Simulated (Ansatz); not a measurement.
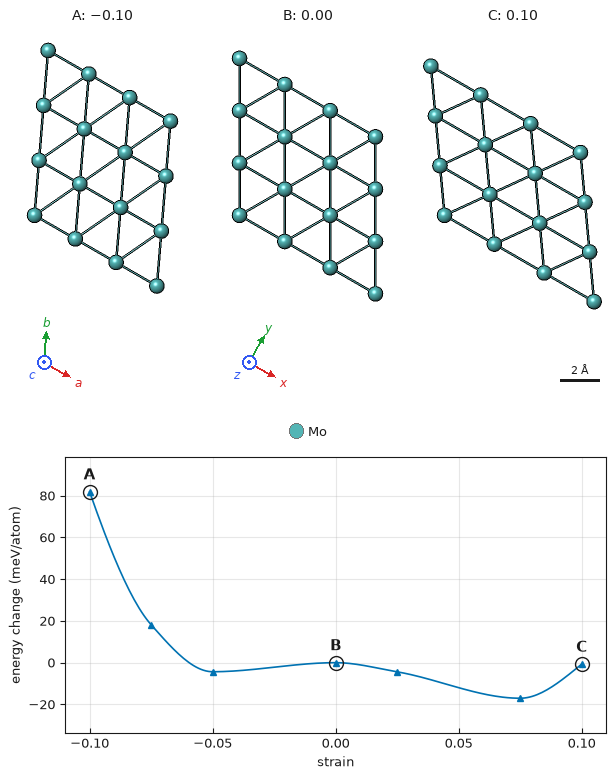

A scan of crystalline Mo (P6/mmm): the cell is strained along x and oppositely along y, with the atoms kept at their fractional coordinates. x, y and z are the Cartesian axes of the input. The lettered frames are marked on the plot. Style: ball-and-stick. Shown: the cell of the calculation, repeated 3 × 3 × 3 with one cell outlined, along the c axis.

All numbers below come from DFT PBE, scalar-relativistic, plane waves, PAW (Ansatz 0.2.0). (plane-wave cutoff 420 eV; k-point mesh 21 × 21 × 18; occupations gaussian; smearing width 0.15 eV; no spin polarisation). Energies (free energies at the smearing named) are counted from the cell as listed in its source, which wasn't relaxed.

Read off the main features of the energy profile.

Of the computed points the lowest is at the strain 0.075, −17.0 meV/atom. Further local minima among the points: −0.05 (−4.3 meV/atom). A local maximum lies at 0.00 (0.0 meV/atom). The end points stand at 81.9 meV/atom (−0.10) and −0.7 meV/atom (0.10). The unrelaxed reference is under a pressure of 3.4 GPa. The distortion takes the space group from P6/mmm to Cmmm. At the strain −0.10 the cell of the drawing goes a 2.736 → 2.462 Å, b 2.736 → 2.882 Å, γ 120.0° → 115.3°.
